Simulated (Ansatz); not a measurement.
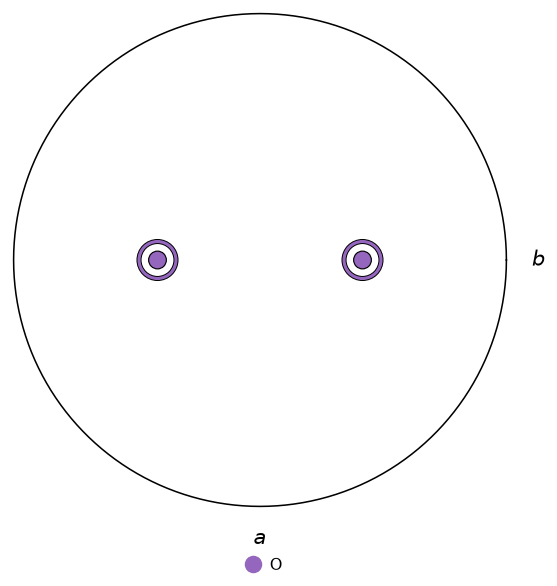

Directions from one tin atom at (0, 0, 1/2) to its bonded neighbours, in stereographic projection down c (filled: above the plane of the page or in it, open: below). Crystal: Sn3O4, coordinates from a relaxation with Ansatz 0.2.0, DFT PBE+D3(BJ), scalar-relativistic, plane waves, PAW. Symmetry computed with spglib at a tolerance of 0.002 Å; standard conventional cell.

Neighbours are counted up to 2.50 Å for O.

```
Sn O
1.0
     3.03548    0.00000    0.00000
     0.00000    5.80774    0.00000
     0.00000    0.00000    7.12771
Sn O
3 4
Direct
  0.50000 0.50000 0.79939
  0.50000 0.50000 0.20061
  0.00000 0.00000 0.50000
  0.00000 0.27268 0.72082
  0.00000 0.27268 0.27918
  0.00000 0.72732 0.27918
  0.00000 0.72732 0.72082
```

> How many neighbours are there, and at what angles?

4: 4 O at 2.23 Å. Angles between bonds: 90° (4×), 180° (2×).

> What is the site's symmetry in the crystal?

Point group mmm (D2h), order 8: three twofold axes, three mirror planes, an inversion centre. In Pmmm, No. 47 this is Wyckoff position 1c.
